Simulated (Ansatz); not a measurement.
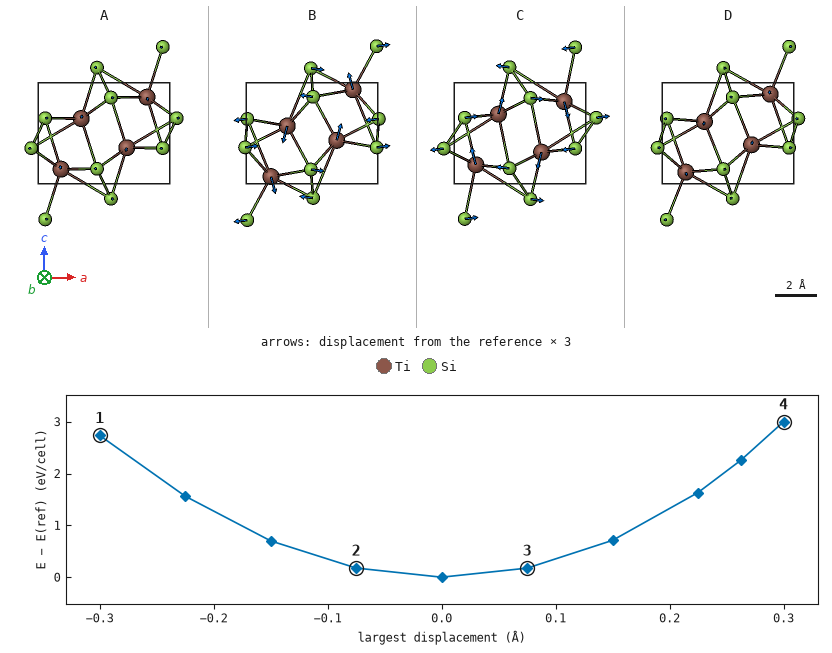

Energy scan for a crystal of TiSi (Pnma), in which a normal mode at the zone centre is frozen in with the cell fixed, the amplitude being the largest displacement of an atom. The frames are shuffled; the numbered points of the plot belong to them. A ball-and-stick model of the cell of the calculation, seen along the b axis. Blue arrows: displacements from the reference.

Computed with DFT PBEsol, scalar-relativistic, plane waves, PAW (Ansatz 0.2.0). Set-up: plane-wave cutoff 420 eV; k-point mesh 6 × 12 × 8; occupations gaussian; smearing width 0.15 eV; no spin polarisation. Energies (free energies at the smearing named) are counted from the relaxed crystal.

> Which frame belongs to which numbered point?

Point 1 is frame C (the amplitude −0.30 Å, 2.73 eV/cell); 2 is frame A (the amplitude −0.075 Å, 0.18 eV/cell); 3 is frame D (the amplitude 0.075 Å, 0.17 eV/cell); 4 is frame B (the amplitude 0.30 Å, 3.00 eV/cell). The harmonic wavenumber of the mode is 256 cm⁻¹, a stable vibration. Of the computed points the lowest is at the amplitude 0.00 Å, 0.00 eV/cell. At the ends of the scan the energy is 2.73 eV/cell (−0.30 Å) and 3.00 eV/cell (0.30 Å). The well is nearly symmetric. At the highest point the shortest interatomic distance is 2.29 Å, against 2.39 Å in the reference. The distortion keeps the space group Pnma.
